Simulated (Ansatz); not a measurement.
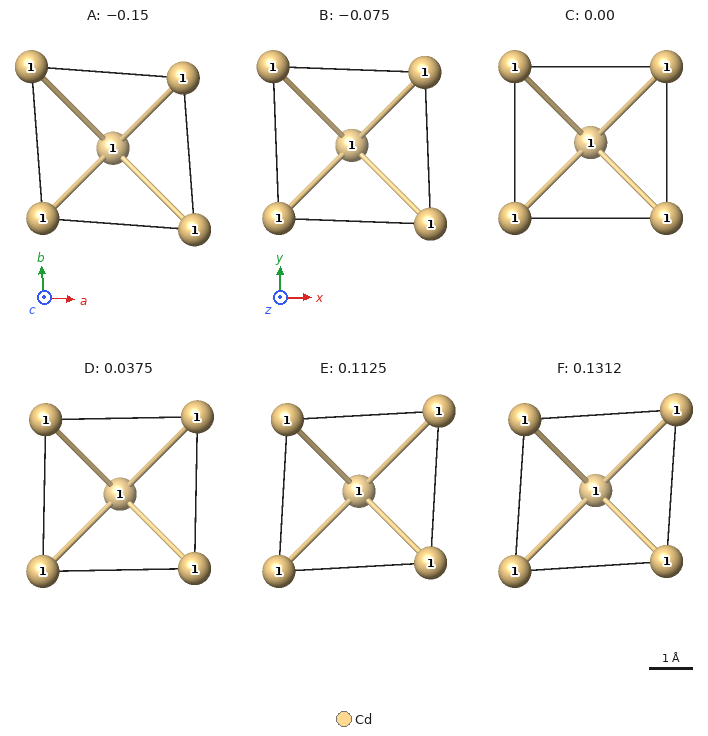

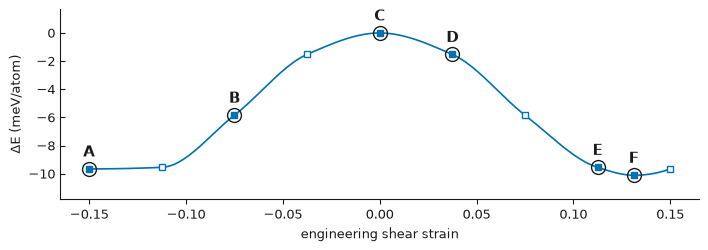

Crystalline Cd (Im-3m): the cell is strained in shear in the xy plane, with the atoms kept at their fractional coordinates. x, y and z are the Cartesian axes of the input. The lettered frames are marked on the plot. Hollow markers are points alike by symmetry, not computed again. The picture is a ball-and-stick view of the conventional cell (2 times the calculation's cell), seen along the c axis. Lengths and directions refer to the drawn axes.

These are results of DFT LDA, scalar-relativistic, plane waves, PAW (Ansatz 0.2.0), not measurements. Settings: plane-wave cutoff 420 eV; k-point mesh 18 × 18 × 18; occupations gaussian; smearing width 0.15 eV; no spin polarisation. Energies (free energies at the smearing named) are counted from the cell as listed in its source, which wasn't relaxed.

**Describe the profile.**

Of the computed points the lowest is at the strain 0.1312, −10.1 meV/atom. A local maximum lies at 0.00 (0.0 meV/atom). The end points stand at −9.7 meV/atom (−0.15) and −9.7 meV/atom (0.15). The unrelaxed reference is under a pressure of −5.0 GPa. The distortion takes the space group from Im-3m to Fmmm. At the strain −0.15 the cell of the drawing goes a 3.569 → 3.579 Å, b 3.569 → 3.579 Å, γ 90.0° → 98.6°.
